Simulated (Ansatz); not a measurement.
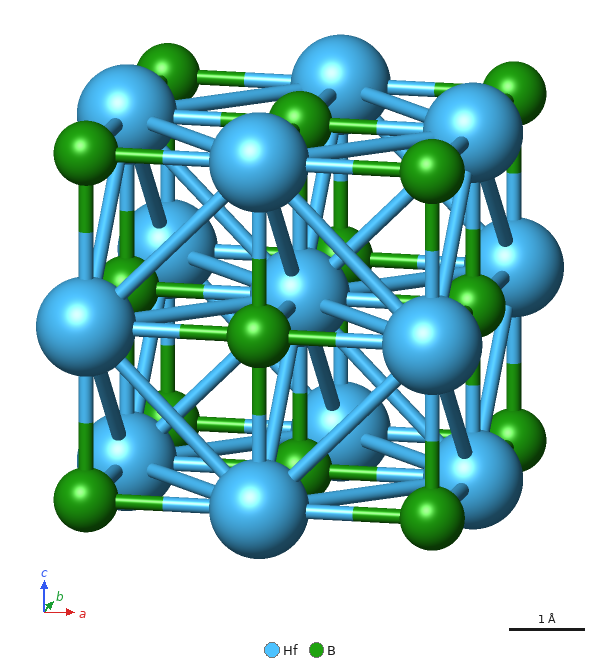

The starting point is solid HfB (set up in Fm-3m). The picture is a ball-and-stick view of the conventional cell (4 times the calculation's cell), seen slightly off an axis. Lengths and directions refer to the drawn axes.

Level of theory: Ansatz 0.2.0, DFT PBEsol, scalar-relativistic, plane waves, PAW. (plane-wave cutoff 420 eV; k-point mesh 16 × 16 × 16; occupations gaussian; smearing width 0.1 eV; no spin polarisation)

The variant: The crystal is put under a hydrostatic pressure of 60 GPa. Cell and atoms are relaxed at that pressure.

> Predict the response.

The energy rises by 426 meV per atom. The pressure goes from 0.0 to 60.0 GPa. Both are metals. The volume changes by −19.8 %, with a = b = c 4.788 → 4.448 Å (−7.1 %). No atom moves by more than 0.005 Å relative to the cell. Near-neighbour distances before and after: Hf–Hf 3.386 → 3.145 Å, B–Hf 2.394 → 2.224 Å. The space group stays Fm-3m (No. 225).

The changed structure in the same view:

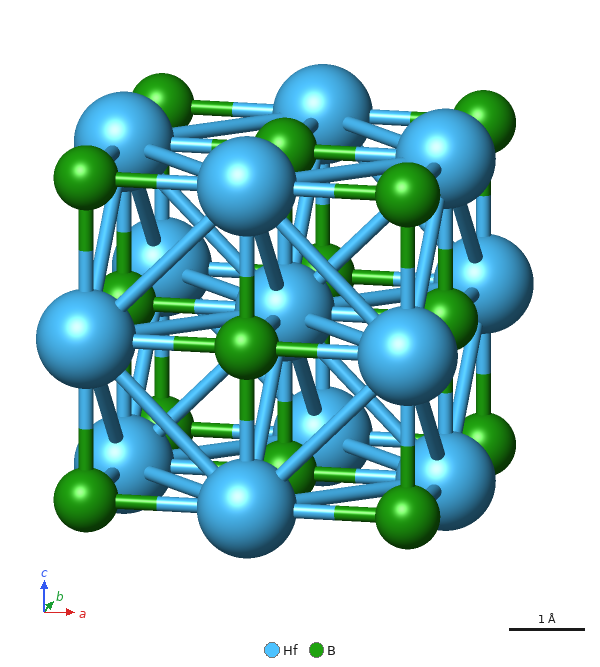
